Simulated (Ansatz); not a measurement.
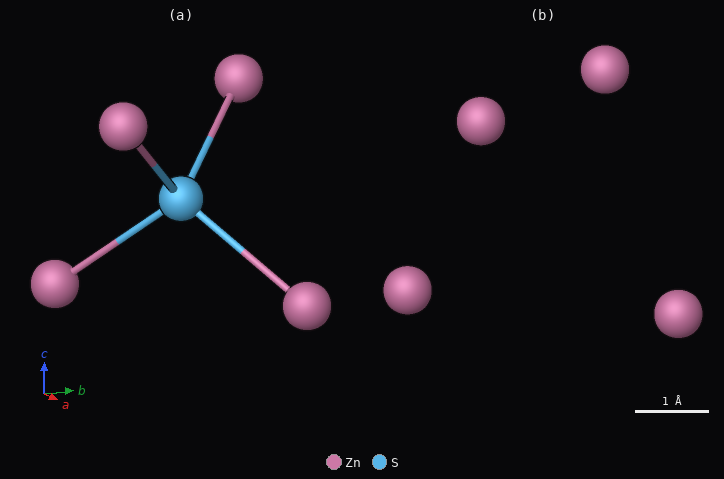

Left: perfect ZnS. Right: the same region with one point defect, after relaxing the atoms in a supercell of 32 sites. Style: ball-and-stick. Shown: the atoms within 3.8 Å of one point, slightly off an axis.

Theory: DFT PBE, scalar-relativistic, plane waves, PAW (Ansatz 0.2.0). (plane-wave cutoff 420 eV; k-point mesh 2 × 2 × 2; occupations gaussian; smearing width 0.01 eV; mesh shifted by (0.5, 0.5, 0.5); collinear spin) The cell is small and the k-mesh coarse, so the numbers are rough. A uniform background neutralises the charged cell. The axes drawn are those of the host's conventional cell.

Question: Which defect is it?

Answer: A sulfur atom is taken out (a vacancy).

The charge state of the cell is +1.

Question: How does the lattice respond?

Answer: Around the empty S site the host had 4 Zn at 2.36 Å; after relaxation the nearest atoms are 4 Zn at 2.53 Å. Of the host's atoms, a zinc atom moves furthest from its site, by 0.17 Å. The cell's net moment is 1.00 μB.
